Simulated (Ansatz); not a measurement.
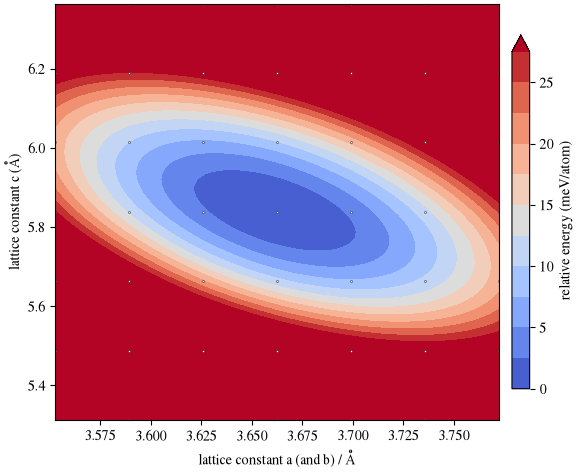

ZrSe₂ (P-3m1, No. 164; 3 atoms in the cell). The energy is mapped over the lattice constants a and c of the conventional cell. Coordinates scanned: (1) lattice constant a (and b); (2) lattice constant c. Nothing is relaxed (fractional coordinates fixed). The scan uses a 7 × 7 grid. All energies are given in meV/atom relative to the lowest grid point. Method: DFT PBEsol+D3(BJ), scalar-relativistic, plane waves, PAW in Ansatz. Settings: cutoff 420 eV, k-mesh 12×12×8 in the order of the run's cell vectors, gaussian smearing 0.15 eV, no spin polarisation.

In the figure: filled contours, dots at the grid points, one colour for all values above the top of the scale. Between grid points the surface is interpolated.

Q: Where is the minimum, and how stiff is the well along each coordinate?

A: The interpolated minimum is at lattice constant a (and b) ≈ 3.662 Å, lattice constant c ≈ 5.838 Å. The curvatures there are about 13 eV/Å² and 2 eV/Å², with a cross term of about 2.7 eV/Å² (per cell of 3 atoms). Round the minimum the valley is somewhat tilted: raising lattice constant a (and b) shifts the best value of lattice constant c downwards (coupling k₁₂/√(k₁₁k₂₂) about 0.5).

PAW datasets: the set soft_1.
